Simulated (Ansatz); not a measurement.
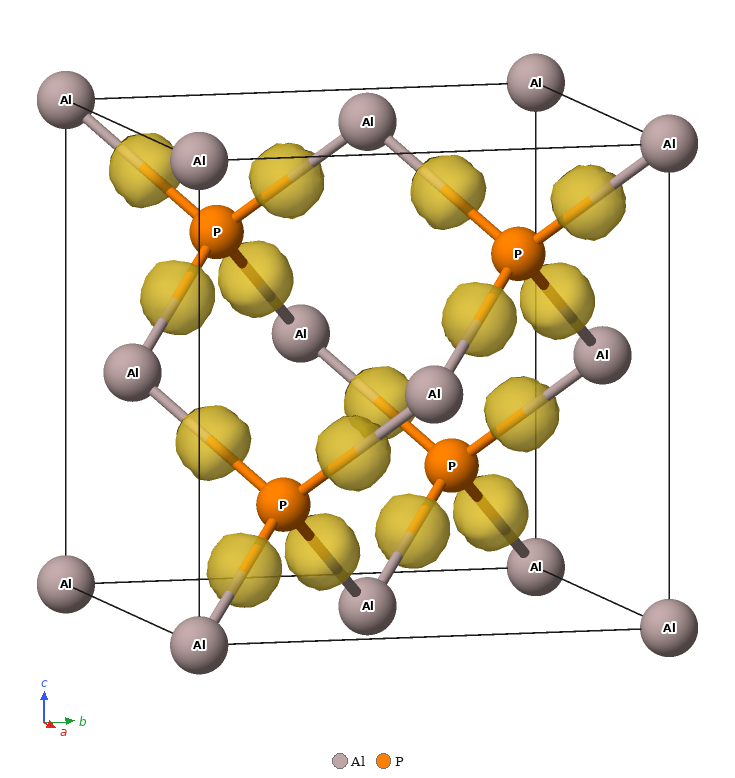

Figure. AlP. Isosurface of the electron localisation function at 0.9 (yellow), seen slightly off an axis. Only the valence region is drawn (cores and ρ < 0.01 e/Å³ removed). Sticks mark near contacts.

Space group F-43m; a structure from a database of computed crystals, not necessarily the ambient phase; changed on purpose from its base cell (equal strain along all axes, cell held, atoms relaxed: +1.0 %); computed pressure about −2 GPa in this cell.

These are results of DFT PBE, scalar-relativistic, plane waves, PAW in Ansatz, not measurements.

```
CELL_PARAMETERS angstrom
0.00000 -5.56241 0.00000
5.56241 0.00000 0.00000
0.00000 0.00000 5.56241
ATOMIC_POSITIONS crystal
Al 0.50000 0.50000 0.00000
Al 0.00000 0.00000 0.00000
Al 0.50000 0.00000 0.50000
Al 0.00000 0.50000 0.50000
P 0.75000 0.25000 0.25000
P 0.25000 0.75000 0.25000
P 0.75000 0.75000 0.75000
P 0.25000 0.25000 0.75000
```

> Describe the localisation domains.

The ELF exceeds this value in 16 regions between bonded Al–P atoms (shared pairs), counted in one cell of 8 atoms. Regions shared between cells count once. Along the contacts the grid gives the following. Al–P (2.41 Å): the ELF peaks at about 0.95 between the atoms; localised, covalent bonding.

> Metal or insulator at this level of theory?

It is gapped, with a Kohn–Sham gap of 1.7 eV on the k-point mesh (the band edges may lie off the mesh, which would make the gap smaller).
